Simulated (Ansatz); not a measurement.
# PtS2: what the fields show

The calculation's input:

```
crystal:
  lattice:
    - [0.0, 2.9757935495, 2.9757935495]
    - [2.9757935495, 0.0, 2.9757935495]
    - [2.9757935495, 2.9757935495, 0.0]
  atoms:
    - { symbol: Pt, position: [0.0, 0.0, 0.0] }
    - { symbol: S, position: [0.25, 0.25, 0.25] }
    - { symbol: S, position: [0.75, 0.75, 0.75] }
kpoints:
  mp_grid: { grid: [8, 8, 8] }
  band_path:
    path:
      - [0.0, 0.0, 0.0]
      - [0.5, 0.0, 0.5]
      - [0.625, 0.25, 0.625]
      - [0.375, 0.375, 0.75]
      - [0.5, 0.5, 0.5]
      - [0.5, 0.25, 0.75]
    npoints: 1
hamiltonian:
  xc: r2scan
scf:
  occupations: { method: fermi_dirac, width: 0.02 }
  n_extra_bands: 4
output:
  forces: true
  stress: true
  eigenvalues: true
  write_density: true
  write_potential: true
  elf: true
  volumetric_format: npy
```

Launched as:

```sh
ansatz run input.yaml --threads 2 --pin off --max-ram 2211MiB --backend cpu --events-out ev --progress --plain --runs-dir out
```

Below, planes, directions and counts refer to the conventional cell (a = 5.95 Å, b = 5.95 Å, c = 5.95 Å, α = 90.00°, β = 90.00°, γ = 90.00°).

Space group Fm-3m; started from the fluorite prototype, which need not be the ambient phase.

Theory: DFT, r2SCAN, plane waves, PAW in Ansatz.

The density is the valence pseudo-density of a PAW calculation; it isn't the true density close to the nuclei.

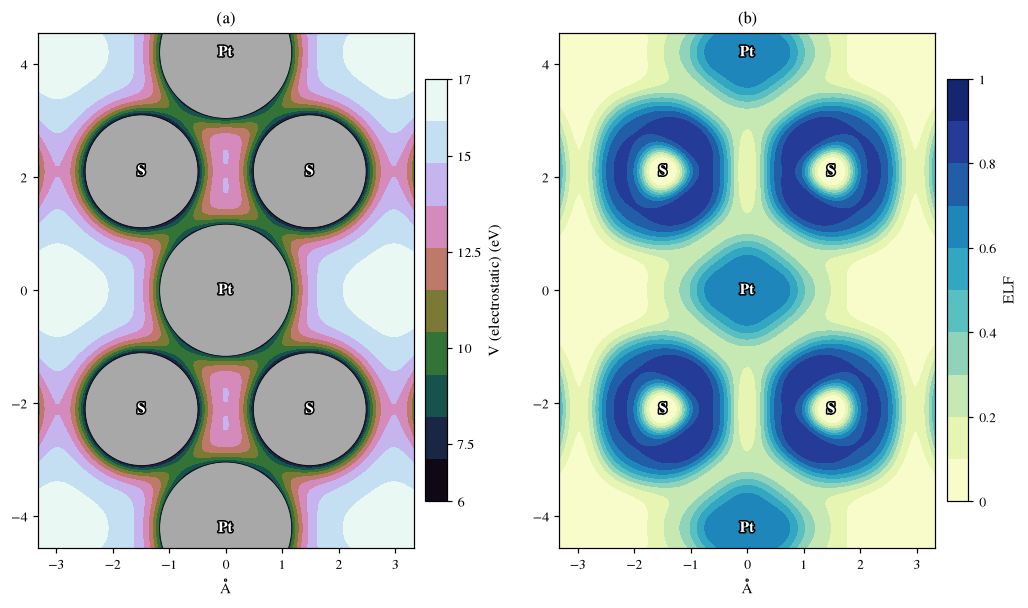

Figure 1. (a) electrostatic potential energy of an electron; (b) electron localisation function on the (011) plane of the conventional cell. Grey discs cover the atomic cores in the potential map.

Question: Describe what can be read from this map.

Answer: The section cuts through Pt and S sites. Pt–S (2.58 Å): the ELF peaks at about 0.90 in the valence shell of S, 0.8 Å from its nucleus, and drops to about 0.25 between the two atoms. The features right at Pt lie inside the PAW spheres, where the map follows smoothed inner orbitals and isn't to be read closely. Outside the cores the potential energy rises away from the atoms and is highest about 2.5 Å from the nearest atoms; its zero is arbitrary.

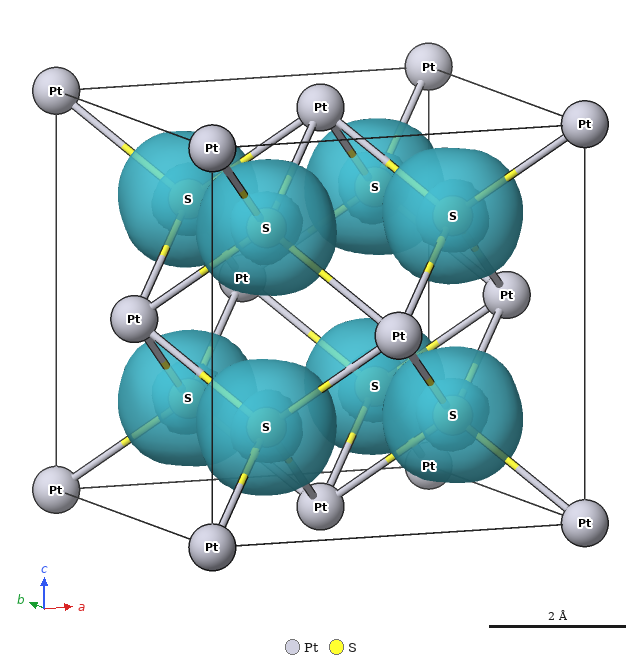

Figure 2. Isosurface of the ELF at 0.7 (cyan), seen slightly off an axis. Only the valence region is drawn (cores and ρ < 0.01 e/Å³ removed). Sticks mark near contacts.

Question: What do the ELF domains correspond to?

Answer: The ELF exceeds this value in eight regions wrapped around S (the valence shell of each), counted in one cell of 12 atoms. Regions shared between cells count once.
